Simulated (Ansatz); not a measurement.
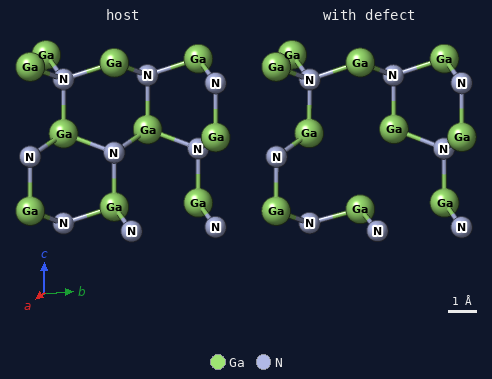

Left: perfect GaN. Right: the same region with one point defect, after relaxing the atoms in a supercell of 72 sites. The picture is a ball-and-stick view of the atoms within 4.6 Å of one point, in a slice 3.4 Å thick across the line of sight, seen slightly off an axis.

The calculation used DFT PBE, scalar-relativistic, plane waves, PAW (Ansatz). Set-up: plane-wave cutoff 420 eV; k-point mesh 1 × 1 × 1; occupations gaussian; smearing width 0.01 eV; collinear spin. The cell is small and the k-mesh coarse, so the numbers are rough. A uniform background neutralises the charged cell. The axes drawn are those of the host's conventional cell.

Question: Which defect is it?

Answer: A nitrogen atom is taken out (a vacancy).

The charge state of the cell is +2.

Question: What does the relaxation do around it?

Answer: Around the empty N site the host had 4 Ga at 1.97 to 1.98 Å; after relaxation the nearest atoms are 4 Ga at 1.99 to 2.06 Å. Of the host's atoms, a gallium atom moves furthest from its site, by 0.09 Å.
